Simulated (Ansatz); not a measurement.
A series of calculations on WC

Part 1: Relaxation

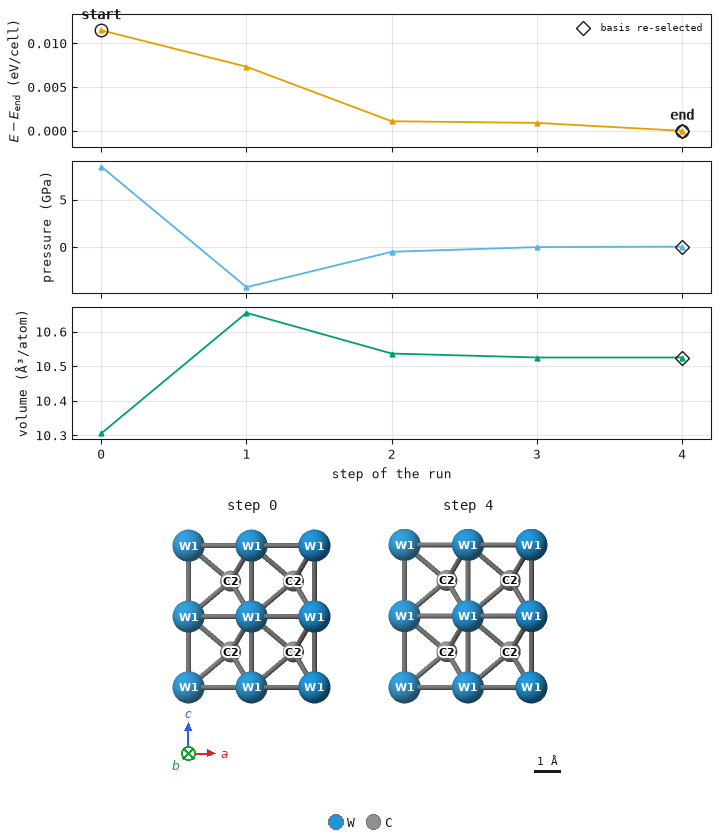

First and last geometry of a relaxation of crystalline WC (set up in P-6m2) (coarse preliminary run), with the history of the run. The picture is a ball-and-stick view of the cell of the calculation, repeated 2 × 1 × 2 with one cell outlined, seen along the b axis.

Level of theory: DFT PBE, scalar-relativistic, plane waves, PAW (Ansatz 0.2.0).

Input file:
```yaml
crystal:
  lattice:
    - [2.900501436, 0.0, 0.0]
    - [-1.450250718, 2.5119079273, 0.0]
    - [0.0, 0.0, 2.829]
  atoms:
    - { symbol: W, position: [0.0, 0.0, 0.0] }
    - { symbol: C, position: [0.6666666667, 0.3333333333, 0.5] }
basis:
  ecutwfc: 420
kpoints:
  mp_grid: { grid: [6, 6, 8] }
hamiltonian:
  xc: pbe
scf:
  occupations: { method: gaussian, width: 0.1 }
output:
  forces: true
  stress: true
  eigenvalues: true
relax:
  adjacent_minimum: "off"
  f_tol: 0.05
  max_steps: 80
  cell: { stress_tol: 0.5 }
```

Command:
```bash
ansatz run input.yaml --threads 1 --pin off --max-ram 2560MiB --backend cpu --events-out ev --progress --plain --runs-dir out
```

Question: Did the run converge, and what did it change?

Answer: It converged. Over 3 accepted moves (4 points after the start) the energy falls by 11.5 meV per cell of the calculation. All forces vanish by symmetry, so only the cell relaxes. The pressure goes from 8.50 to 0.05 GPa. The SCF was repeated once at an unchanged geometry on a basis and grid sized afresh for the cell, which shifted the energy by 0.9 meV per cell of the calculation at most. The atoms keep their places relative to the cell (all moves are under 0.005 Å). The volume changes by +2.1 %, with a = b 2.901 → 2.923 Å (+0.8 %), c 2.829 → 2.846 Å (+0.6 %). Among the contacts that change: W1–W1 2.901 → 2.923 Å, W1–W1 (another image) 2.829 → 2.846 Å, W1–C2 2.192 → 2.207 Å. The space group stays P-6m2 (No. 187). The run took 6.8 s on 1 thread of Arm Neoverse V1 (shared host), peak memory 0.28 GiB.

Part 2: Relaxation

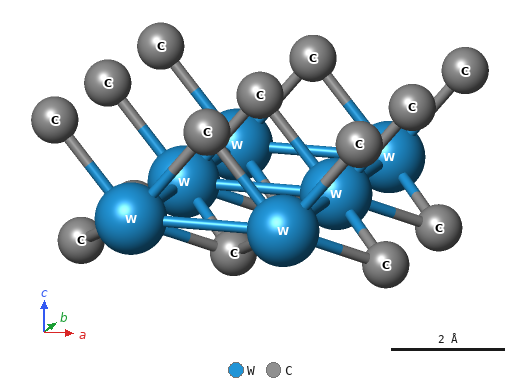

Starting structure of a slab of composition WC (cut from the P-6m2 phase). The picture is a ball-and-stick view of the atoms within 4.2 Å of the atom that moves most (axes of the 2 × 3 repeat of the cell, outlined in the plane, without the vacuum), seen slightly off an axis.

Case: (1 0 0) slab, atoms relaxed. The slab is the (1 0 0) face of WC.

The calculation used DFT PBE, scalar-relativistic, plane waves, PAW in Ansatz 0.2.0.

The input:
```yaml
crystal:
  lattice:
    - [2.8470758829, 0.0, 0.0]
    - [0.0, 2.921771651, 0.0]
    - [0.0, 0.0, 26.8081995445]
  atoms:
    - { symbol: W, position: [0.0, 0.5, 0.2797651512] }
    - { symbol: C, position: [0.5, 0.5, 0.3426893937] }
    - { symbol: W, position: [0.0, 0.0, 0.374151515] }
    - { symbol: C, position: [0.5, 0.0, 0.4370757575] }
    - { symbol: W, position: [0.0, 0.5, 0.4685378787] }
    - { symbol: C, position: [0.5, 0.5, 0.5314621213] }
    - { symbol: W, position: [0.0, 0.0, 0.5629242425] }
    - { symbol: C, position: [0.5, 0.0, 0.625848485] }
    - { symbol: W, position: [0.0, 0.5, 0.6573106063] }
    - { symbol: C, position: [0.5, 0.5, 0.7202348488] }
basis:
  ecutwfc: 420
kpoints:
  mp_grid: { grid: [12, 12, 1] }
hamiltonian:
  xc: pbe
scf:
  occupations: { method: gaussian, width: 0.1 }
output:
  forces: true
  eigenvalues: true
  write_density: true
  write_potential: true
  elf: true
  volumetric_format: npy
relax:
  adjacent_minimum: "off"
  f_tol: 0.02
  max_steps: 60
efield:
  axis: 3
  dipole_correction: true
  ramp_width: 0.04
```

Run as
```bash
ansatz run input.yaml --threads 1 --pin off --max-ram 2560MiB --backend cpu --events-out ev --progress --plain --runs-dir out
```

### What does the optimiser find from here?

The atom that moves furthest relative to the layer's centre is C10 (0.21 Å along the normal (−c)). By element the largest moves are C 0.21 Å, W 0.08 Å. The lattice vectors keep their values. Among the contacts that change: W9–C10 2.207 → 1.994 Å, C8–W9 2.207 → 2.238 Å. Among the angles between lasting bonds that change: W9–C10–W9 80.3° → 91.1°. The energy falls by 0.520 eV per cell of the calculation in 3 accepted moves (5 points after the start). The largest force component goes from 2.8 to 0.017 eV/Å. The line search rejected the trial step at point 2 of the run. 1 step only repeated the SCF at the same geometry.

Step by step:

| step | E − E(0), meV/atom | largest force component, eV/Å | note |
| --- | --- | --- | --- |
| 0 | 0.00 | 2.7957 |  |
| 1 | -45.34 | 1.1288 |  |
| 2 | -37.71 | 2.1954 | rejected |
| 3 | -51.92 | 0.1021 |  |
| 4 | -51.96 | 0.0172 |  |
| 5 | -51.96 | 0.0172 | same geometry, SCF repeated |

After the run, drawn alike:

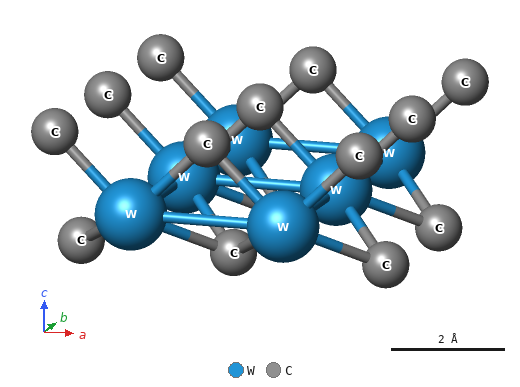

Part 3: A change

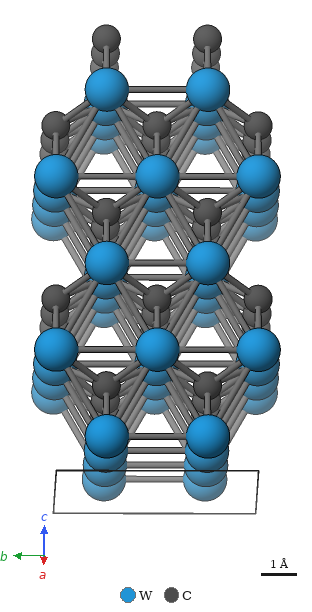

Reference structure: a (1 0 0) slab of WC as cut from the relaxed bulk. The picture is a ball-and-stick view of the 3 × 2 repeat of the cell, outlined in the plane, without the vacuum, seen from a free direction.

The calculation used DFT PBE, scalar-relativistic, plane waves, PAW in Ansatz 0.2.0. (plane-wave cutoff 420 eV; occupations gaussian; smearing width 0.1 eV; no spin polarisation) The k-mesh is chosen for each cell (12×12×14, 12×12×1).

The variant: The atoms of the slab are relaxed at the bulk's in-plane cell.

### What is the effect?

The surface energy (mean of the two faces) falls from 7.49 to 6.99 J/m². The top spacing, between the C and W planes, goes from 1.69 to 1.40 Å (−17.2 %), the bottom one (W to C) from 1.69 to 1.60 Å (−5.4 %). The cell stays as it was. The largest move relative to the layer's centre is that of a C atom, 0.21 Å along the normal (−c). Largest moves by element: C 0.21 Å, W 0.08 Å. Near-neighbour distances before and after: C–W 2.207 → 1.994 to 2.238 Å, W–W 2.922 → 2.885 to 2.979 Å.

The changed structure in the same view:

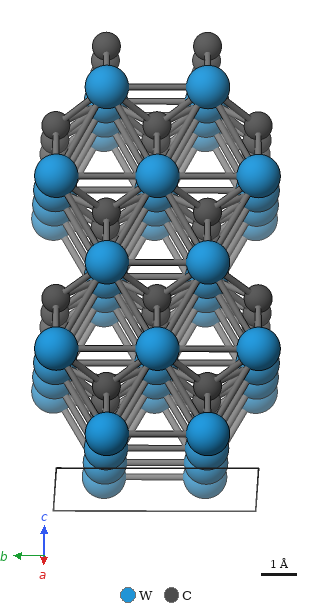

Part 4: Scan

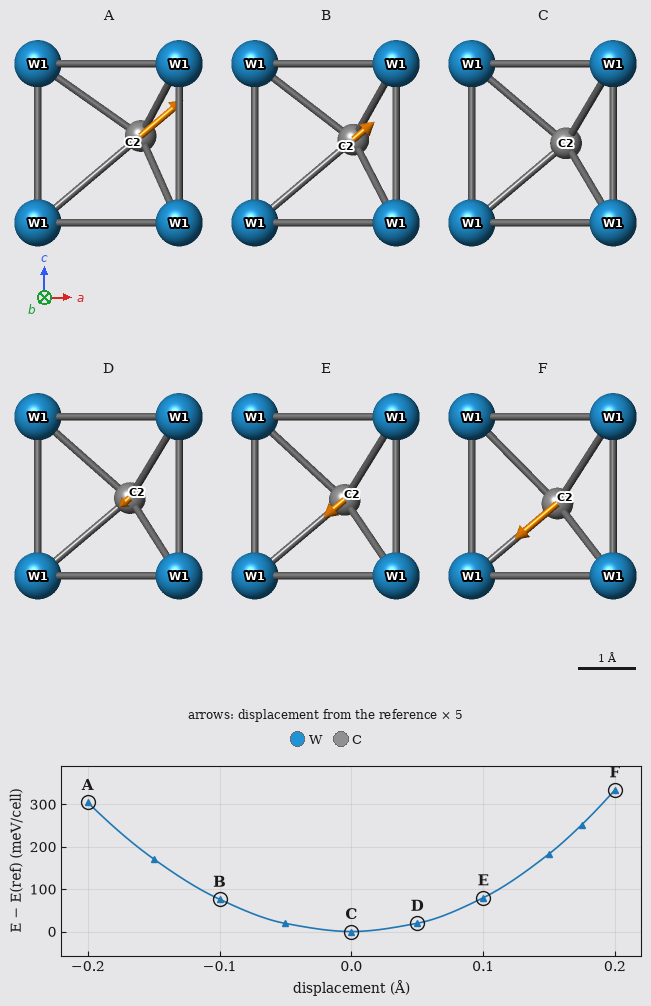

Energy scan for solid WC (P-6m2), in which the whole C sublattice is shifted rigidly, towards the nearest copy of atom 1 (W) at 2.192 Å, all else fixed. The lettered frames are marked on the plot. The picture is a ball-and-stick view of the cell of the calculation, seen along the b axis. Orange arrows: displacements from the reference.

These are results of DFT PBE, scalar-relativistic, plane waves, PAW in Ansatz, not measurements. Settings: plane-wave cutoff 420 eV; k-point mesh 18 × 18 × 16; occupations gaussian; smearing width 0.15 eV; no spin polarisation. Energies (free energies at the smearing named) are counted from the cell as listed in its source, which wasn't relaxed.

Q: Describe the profile.

A: Of the computed points the lowest is at the displacement 0.00 Å, 0 meV/cell. The end points stand at 304 meV/cell (−0.20 Å) and 334 meV/cell (0.20 Å). The curvature at zero is about 16 eV/Å² per cell. The well is nearly symmetric. At the highest point the shortest interatomic distance is 1.99 Å, against 2.19 Å in the reference. The distortion takes the space group from P-6m2 to Cm.

The computed points:

```tsv
displacement (Å)	E − E(ref) (meV/cell)
−0.200	304
−0.150	171
−0.100	76
−0.050	19
0.000	0
0.050	20
0.100	80
0.150	183
0.175	252
0.200	334
```
